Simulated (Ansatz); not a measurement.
Consider AlAs (slab).

Input

```
crystal:
  lattice:
    - [4.0500342343, 0.0, 0.0]
    - [-2.0250171172, 3.5074325331, 0.0]
    - [0.0, 0.0, 25.7472270912]
  atoms:
    - { symbol: As, position: [0.0, 0.0, 0.2912935041] }
    - { symbol: Al, position: [0.3333333333, 0.6666666667, 0.3234021958] }
    - { symbol: As, position: [0.3333333333, 0.6666666667, 0.4197282708] }
    - { symbol: Al, position: [0.6666666667, 0.3333333333, 0.4518369625] }
    - { symbol: As, position: [0.6666666667, 0.3333333333, 0.5481630375] }
    - { symbol: Al, position: [0.0, 0.0, 0.5802717292] }
    - { symbol: As, position: [0.0, 0.0, 0.6765978042] }
    - { symbol: Al, position: [0.3333333333, 0.6666666667, 0.7087064959] }
basis:
  ecutwfc: 420
kpoints:
  mp_grid: { grid: [9, 9, 1] }
hamiltonian:
  xc: pbe
scf:
  occupations: { method: gaussian, width: 0.05 }
output:
  forces: true
  stress: true
  eigenvalues: true
  write_density: true
  write_potential: true
  elf: true
  volumetric_format: npy
efield:
  axis: 3
  dipole_correction: true
  ramp_width: 0.04
```

Command:

```sh
ansatz run input.yaml --threads 1 --pin off --max-ram 2560MiB --backend cpu --events-out ev --progress --plain --runs-dir out
```

Not relaxed (largest force 0.7 eV/Å).

Theory: DFT PBE, scalar-relativistic, plane waves, PAW (Ansatz).

Q: What can the converged valence pseudo-density and electron localisation function tell about the bonding?

A: Al–As (2.48 Å): ρ at the midpoint is about 0.44 e/Å³; the ELF peaks at about 0.90 between the atoms.

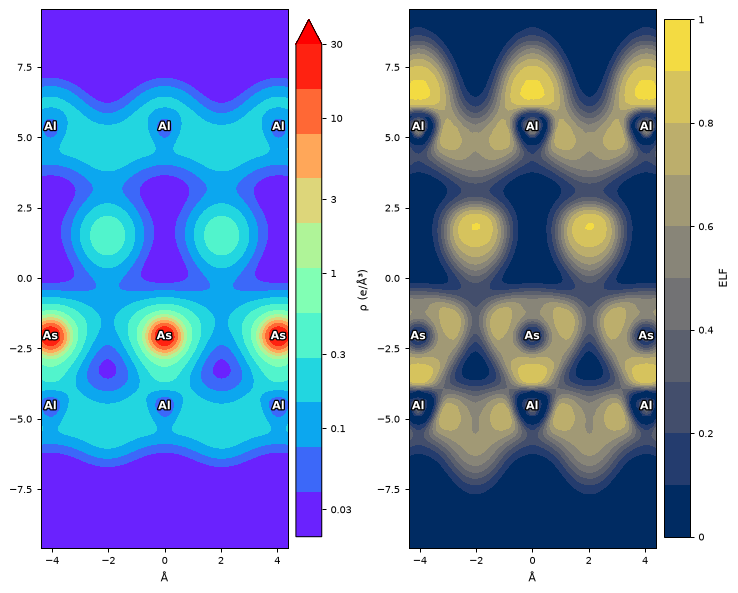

Computed valence pseudo-density and electron localisation function on the (010) plane of the calculation cell, a cut from vacuum to vacuum, in this order. 

Core electrons are frozen (PAW), and the valence fields are smoothed inside the atomic spheres.
